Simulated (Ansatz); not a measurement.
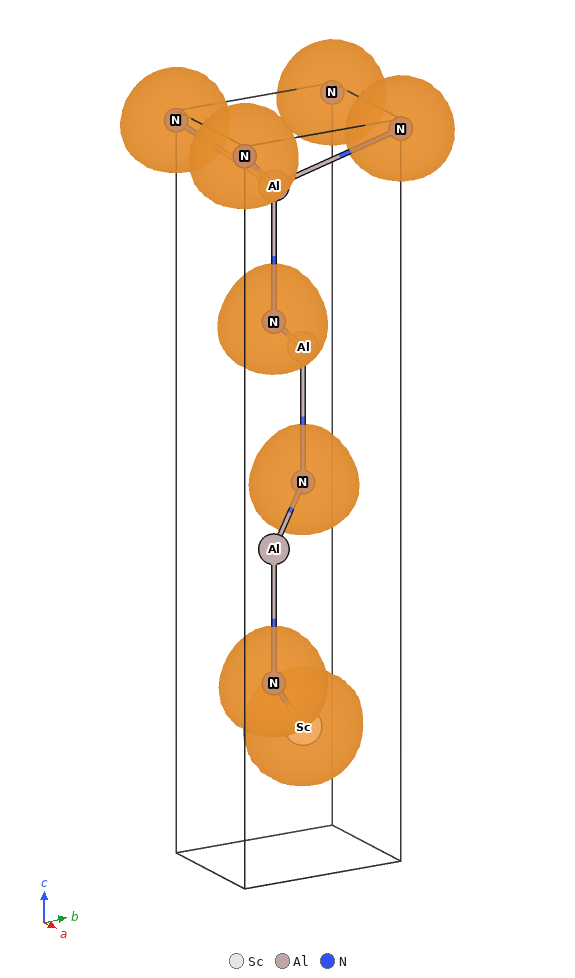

Figure 1: ScAl$_{3}$N$_{4}$. Isosurface of the valence electron density at 1 e/Å³ (orange), seen slightly off an axis. Sticks mark near contacts.

Space group P3m1; a generated structure, not necessarily the stable one.

These are results of Ansatz 0.2.0, DFT PBE, scalar-relativistic, plane waves, PAW, not measurements.

Input

```
crystal:
  lattice:
    - [3.1611816082, 0.0, 0.0]
    - [-1.5805908041, 2.7376635787, 0.0]
    - [0.0, 0.0, 10.300548754]
  atoms:
    - { symbol: Sc, position: [0.3333333333, 0.6666666667, 0.1615585317] }
    - { symbol: Al, position: [0.6666666667, 0.3333333333, 0.4291651903] }
    - { symbol: Al, position: [0.6666666667, 0.3333333333, 0.9187433445] }
    - { symbol: Al, position: [0.3333333333, 0.6666666667, 0.6732509514] }
    - { symbol: "N", position: [0.6666666667, 0.3333333333, 0.2482900332] }
    - { symbol: "N", position: [0.6666666667, 0.3333333333, 0.7355388651] }
    - { symbol: "N", position: [0.3333333333, 0.6666666667, 0.4906683568] }
    - { symbol: "N", position: [0.0, 0.0, 0.986784727] }
basis:
  ecutwfc: 420
kpoints:
  mp_grid: { grid: [12, 12, 4] }
hamiltonian:
  xc: pbe
scf:
  occupations: { method: gaussian, width: 0.02 }
output:
  forces: true
  stress: true
  eigenvalues: true
  write_density: true
  write_potential: true
  elf: true
  volumetric_format: npy
relax:
  adjacent_minimum: "off"
  f_tol: 0.01
  max_steps: 80
  cell: { stress_tol: 0.05 }
```

Launched as:

```sh
ansatz run input.yaml --threads 1 --pin off --max-ram 2560MiB --backend cpu --events-out ev --progress --plain --runs-dir out
```

Below, planes, directions and counts refer to the conventional cell (a = 3.16 Å, b = 3.16 Å, c = 10.31 Å, α = 90.00°, β = 90.00°, γ = 120.00°).

The fields are those of the run's last geometry, not of the input's.

Question: How is the density connected at this value?

Answer: At this value the density breaks into separate islands; it holds about 50 % of the electrons treated as valence (semicore included). It bridges none of the near contacts. It is pinched off along the sampled Al–N (1.86 Å), Sc–N (2.03 Å) and Al–N (1.93 Å) contacts. On the grid the lowest density along these lines, outside the cores, is 0.57 e/Å³ (Al–N, 1.86 Å), 0.66 e/Å³ (Sc–N, 2.03 Å) and 0.53 e/Å³ (Al–N, 1.93 Å).

Question: Does the calculation make it a metal, or give it a gap?

Answer: It is gapped, with a Kohn–Sham gap of 3.0 eV on the k-point mesh, an upper bound to the gap of this method.
